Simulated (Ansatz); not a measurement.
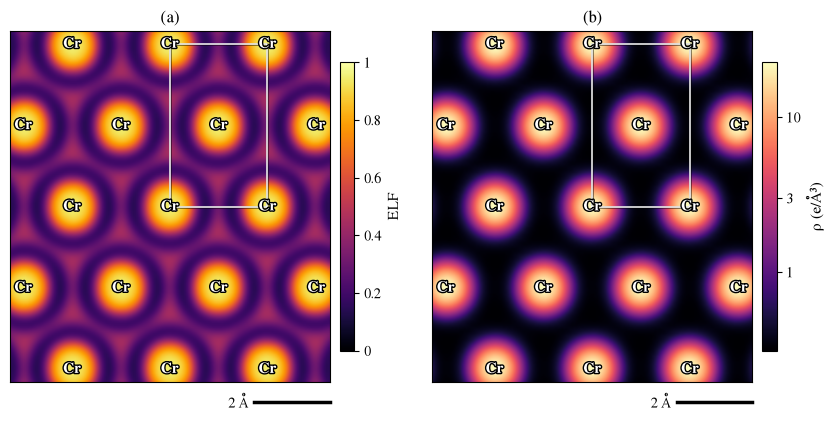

The picture shows: Cr. (a) ELF; (b) valence pseudo-density on the (11̄0) plane of the conventional cell.

Space group I4/mmm; computed pressure about −14 GPa in this cell; computed without spin polarisation.

Method: DFT PBEsol, scalar-relativistic, plane waves, PAW (Ansatz).

Core electrons are frozen (PAW), and the valence fields are smoothed inside the atomic spheres.

**What do the fields say about this system?**

The section cuts through Cr sites.
Cr–Cr (2.51 Å): ρ is about 0.36 e/Å³ halfway; the ELF is about 0.30 at the midpoint (no localised pair shows between them).
Cr–Cr (2.59 Å): ρ is about 0.33 e/Å³ halfway; the ELF is about 0.30 at the midpoint.
Between the atoms the lowest density in this plane is 0.31 e/Å³.
The features right at Cr lie inside the PAW spheres, where the map follows smoothed inner orbitals and isn't to be read closely.

**Does the calculation give a band gap?**

It is metallic or semimetallic at this level of theory: no gap opens.
